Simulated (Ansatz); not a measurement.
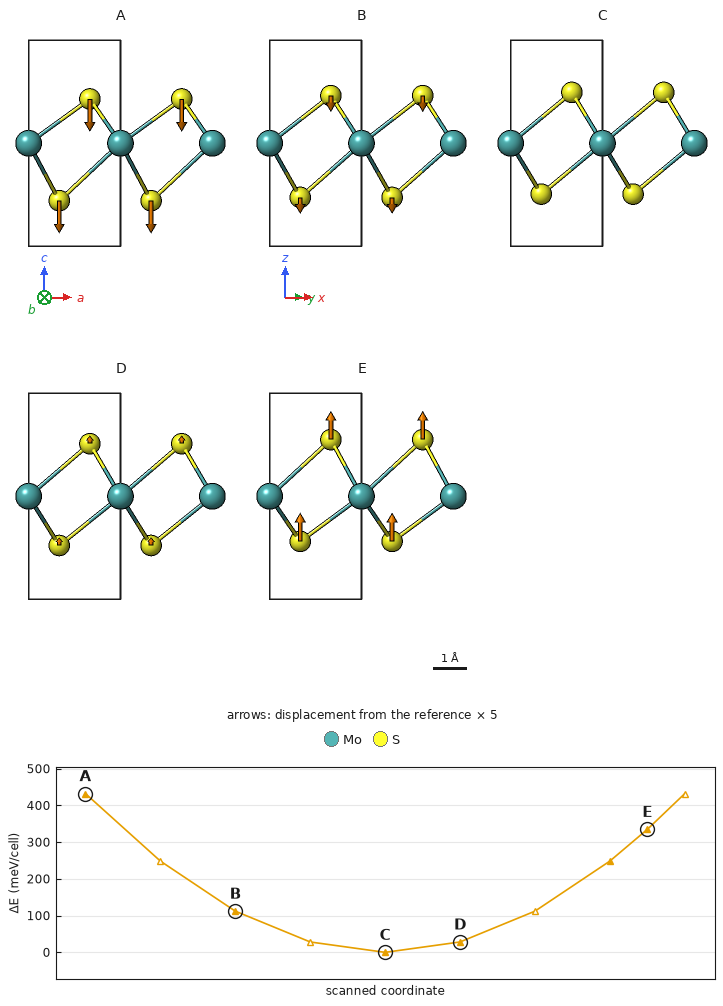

Frames of a one-coordinate scan of a crystal of MoS₂ (P-3m1). Hollow markers are points alike by symmetry, not computed again. Style: ball-and-stick. Shown: the cell of the calculation, repeated 2 × 2 × 1 with one cell outlined, along the b axis. Orange arrows: displacements from the reference.

Level of theory: DFT r2SCAN, scalar-relativistic, plane waves, PAW in Ansatz. Settings: plane-wave cutoff 500 eV; k-point mesh 18 × 18 × 8; occupations gaussian; smearing width 0.15 eV; no spin polarisation. Energies (free energies at the smearing named) are counted from the relaxed crystal.

> Which coordinate changes from frame to frame?

The whole S sublattice is shifted rigidly, along Cartesian [0 0 1], all else fixed. In the frames the displacement is −0.20 Å (A), −0.10 Å (B), 0.00 Å (C), 0.05 Å (D), 0.175 Å (E). The lowest computed point lies at the displacement 0.00 Å (0 meV/cell). The end points stand at 432 meV/cell (−0.20 Å) and 432 meV/cell (0.20 Å). The curvature at zero is about 22 eV/Å² per cell. The well is symmetric. At the highest point the shortest interatomic distance is 2.30 Å, against 2.42 Å in the reference. The distortion takes the space group from P-3m1 to P3m1.

Limits of the set-up: layers or molecules are held without a dispersion correction, so their spacing is unreliable.
